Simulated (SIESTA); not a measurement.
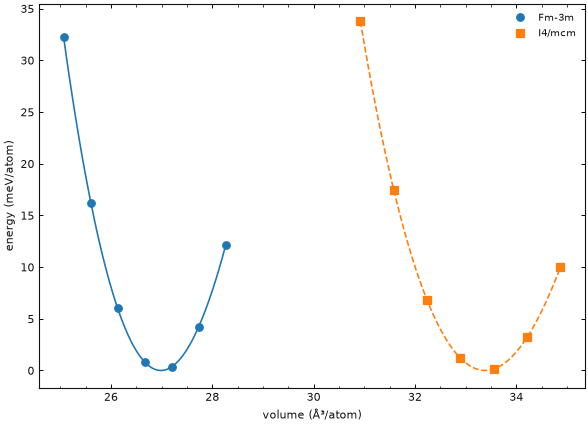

The figure shows the energy against volume, with one curve for each structure, for Sb. Each energy curve has its own zero, so the curves don't rank the structures.

Computed with SIESTA 5.4.2: DFT in numerical atomic orbitals with pseudopotentials, no spin polarisation; energies at scaled volumes of the given cell, shape and fractions fixed, counted from the fit's minimum, third-order Birch-Murnaghan fit. Level: PBEsol.

| setting | value |
| --- | --- |
| occupations | Fermi–Dirac |
| smearing width | 0.05 eV |
| potentials | PseudoDojo 0.4 standard, converted to PSML, two zetas on semicore shells |

Settings that differ: Fm-3m: k mesh 10×10×10; I4/mcm: k mesh 7×7×7.

Q: Order the curves by fitted equilibrium volume, smallest first.

A: Fm-3m 26.985, I4/mcm 33.384 Å³/atom.

Q: Order the curves by fitted bulk modulus, smallest first.

A: I4/mcm 52.2, Fm-3m 68.3 GPa.

Note: mulliken charges of long orbitals.
